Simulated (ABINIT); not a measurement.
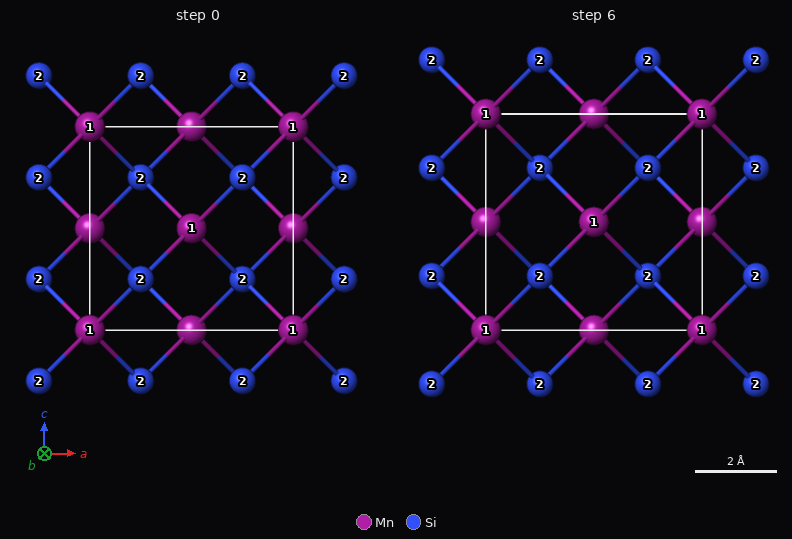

The structure of a crystal of MnSi (a generated structure, set up in F-43m) before (left) and after (right) a relaxation, at one scale.

Style: ball-and-stick. Shown: the conventional cell (4 times the calculation's cell), along the b axis. Lengths and directions refer to the drawn axes.

The run lets cell and atoms move.

These are results of Kohn-Sham DFT of a periodic cell, LDA, DFT+U, JTH PAW LDA v2.0 (ABINIT 10.8.3), not measurements.

The input:
```
pp_dirpath "./"
pseudos "Mn.LDA_PW-JTH.xml, Si.LDA_PW-JTH.xml"

acell 3.5740353045 3.5740353045 3.5740353045 Angstrom
rprim
     0.0000000000     0.7071067812     0.7071067812
     0.7071067812     0.0000000000     0.7071067812
     0.7071067812     0.7071067812     0.0000000000
ntypat 2
znucl 25 14
natom 2
typat 1 2
chkprim 0
chksymtnons 0
tolsym 1.0e-6
xred
            0.0            0.0            0.0
            1/4            1/4            1/4

ecut 26.0
pawecutdg 48.0
pawovlp -1
ecutsm 0.5

kptopt 1
ngkpt 7 7 7
nshiftk 1
shiftk 0.0 0.0 0.0

ixc 7

nband 15
occopt 3
tsmear 0.00183747

nsppol 2
spinat
     0.0000000000     0.0000000000     4.0000000000
     0.0000000000     0.0000000000     0.0000000000

usepawu 4
lpawu 2 -1
upawu 5.0 0.0 eV
jpawu 0.5 0.0 eV

nstep 80
tolvrs 1.0e-10

iomode 3
prteig 0
prtebands 0
prtwf 0
prtden 0

ionmov 2
optcell 2
ntime 50
tolmxf 2.0e-5
dilatmx 1.08
```

Launched with:
```bash
abinit run.abi > log 2>&1
```

Q: Describe what moved and what it gained.

A: The energy falls by 112 meV per atom in 6 geometry steps. All forces vanish by symmetry, so only the cell relaxes. Pressure: 14.85 GPa at the start and 0.00 GPa at the end. No atom moves by more than 0.005 Å relative to the cell. The volume changes by +19.9 %, with a = b = c 5.054 → 5.369 Å (+6.2 %). Among the contacts that change: Mn1–Si2 2.189 → 2.325 Å. The space group stays F-43m (No. 216). The run took 5.3 min on 1 thread of Arm Neoverse V2, on a shared host, peak memory 0.14 GiB.

Limits of the set-up: only the magnetic order of this start and cell was tried (total moment 2.8 μB per cell).
